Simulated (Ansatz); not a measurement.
Input

```
crystal:
  lattice:
    - [1.5377171754, 0.8878014252, 6.395951034]
    - [-1.5377171754, 0.8878014252, 6.395951034]
    - [0.0, -1.7756028503, 6.395951034]
  atoms:
    - { symbol: Ga, position: [0.9354399873, 0.9354399873, 0.9354399873] }
    - { symbol: Ga, position: [0.0645600127, 0.0645600127, 0.0645600127] }
    - { symbol: O, position: [0.2313497016, 0.2313497016, 0.2313497016] }
    - { symbol: O, position: [0.7686502984, 0.7686502984, 0.7686502984] }
basis:
  ecutwfc: 420
kpoints:
  mp_grid: { grid: [12, 12, 12] }
hamiltonian:
  xc: pbesol
scf:
  occupations: { method: fixed }
output:
  forces: true
  stress: true
  eigenvalues: true
  write_density: true
  write_potential: true
  elf: true
  volumetric_format: npy
relax:
  adjacent_minimum: "off"
  f_tol: 0.001
  max_steps: 60
  cell: { stress_tol: 0.01 }
```

Launched as:

```sh
ansatz run input.yaml --threads 2 --pin off --max-ram 7168MiB --backend cpu --events-out ev --progress --plain --runs-dir out
```

Below, planes, directions and counts refer to the conventional cell (a = 3.07 Å, b = 3.07 Å, c = 19.22 Å, α = 90.00°, β = 90.00°, γ = 120.00°).

The fields are those of the relaxed geometry.

Space group R-3m.

Level of theory: DFT PBEsol, scalar-relativistic, plane waves, PAW (Ansatz 0.2.0).

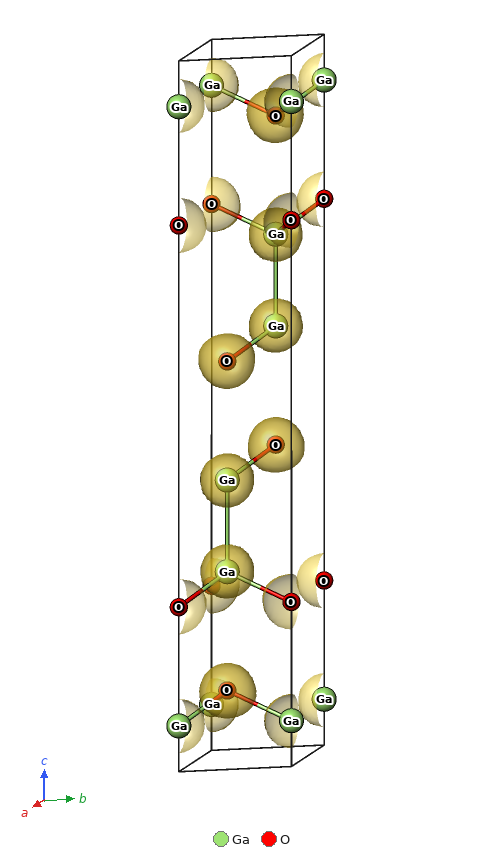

GaO. Isosurface of the valence charge density (pseudo) at 1 e/Å³ (yellow), seen at an oblique angle. Sticks mark near contacts.

Core electrons are frozen (PAW), and the valence fields are smoothed inside the atomic spheres.

> How is the density connected at this value?

At this value the density breaks into separate islands; it holds about 70 % of the electrons treated as valence (semicore included). It bridges none of the near contacts. It is pinched off along the shortest Ga–O (1.92 Å) and Ga–Ga (2.48 Å) contacts. On the grid the lowest density along these lines, outside the cores, is 0.7 e/Å³ (Ga–O, 1.92 Å) and 0.44 e/Å³ (Ga–Ga, 2.48 Å).
